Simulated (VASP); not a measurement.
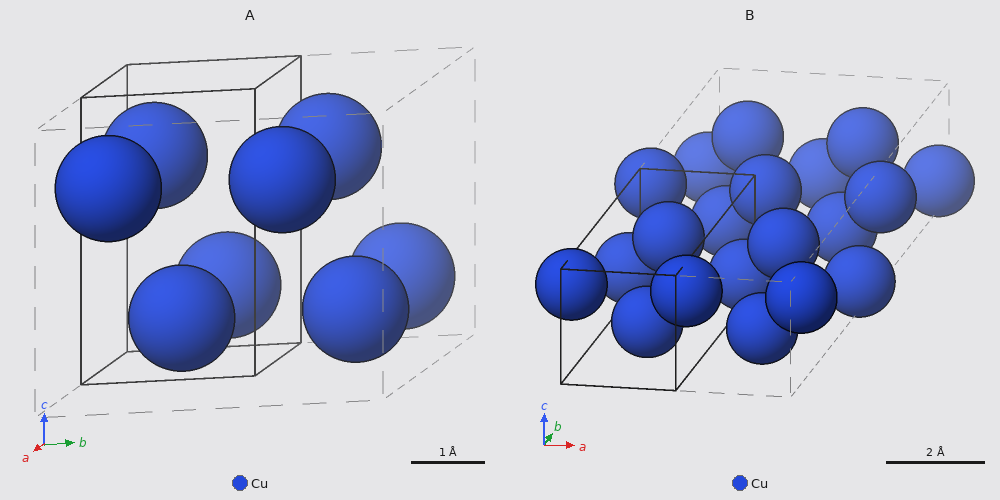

Two structures of Cu, each relaxed (cell and atoms) at zero pressure; conventional cells in solid outline, small ones repeated, each panel with its own scale. Alike in all runs: VASP 6.6.1; functional LDA; VASP's PAW LDA potentials, release 64 (Cu); cutoff 600 eV; occupations fermi-dirac, width 0.05 eV; no spin polarisation; no spin-orbit coupling. The k meshes have like spacings.

> Give the type and space group of each panel.

A: hexagonal close-packed (Mg type), P6₃/mmc; B: 4 atoms a cell on a base-centred orthorhombic lattice, Cmcm.

> Which of these is lowest in energy, and how far above it do the others lie?

A, then B (+141 meV/atom), static energies at zero smearing.

> Collect the results in a table.

| panel | space group | E − E(lowest) (meV/atom) | volume (Å³/atom) |
| --- | --- | --- | --- |
| A | P6₃/mmc | 0 | 11.0 |
| B | Cmcm | 141 | 11.5 |

The starts are database entries or structure types tried for this composition, and the most stable form need not be among them.
